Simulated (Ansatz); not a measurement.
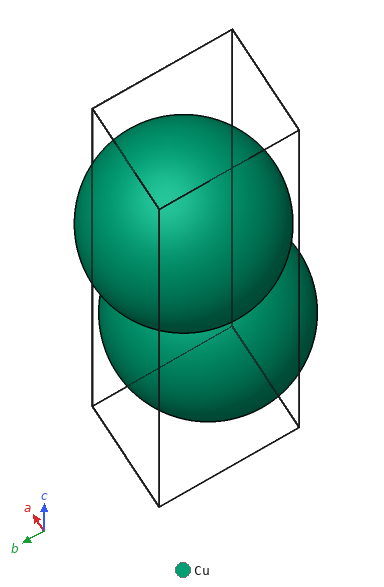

Structure drawing (space-filling), viewed from a general direction. Atoms at the boundary of the conventional unit cell (the box) are drawn once for each face, edge or corner they touch.

Cu, space group P6_3/mmc (No. 194), a = 2.53 Å, b = 2.53 Å, c = 4.13 Å, α = 90.00°, β = 90.00°, γ = 120.00°.

Run with DFT r2SCAN, scalar-relativistic, plane waves, PAW (Ansatz 0.2.0) and these settings: a basis cut at 500 eV, k-points about 0.19 Å⁻¹ apart, Gaussian smearing of 0.15 eV, no spin polarisation.

> Classify it as metallic or gapped, with the value.

A metal: bands cross the Fermi level.

> State the hydrostatic pressure.

The computed pressure is 0.0 GPa, close to zero. The stress isn't hydrostatic: its largest component is 0.6 GPa.

It goes back to a structure listed in the Materials Project. Earlier steps of the study, as a rule a relaxation of our own, may have changed the cell and positions, so they can lie some per cent off the listed ones. An electronic-structure calculation with Ansatz was run on it.
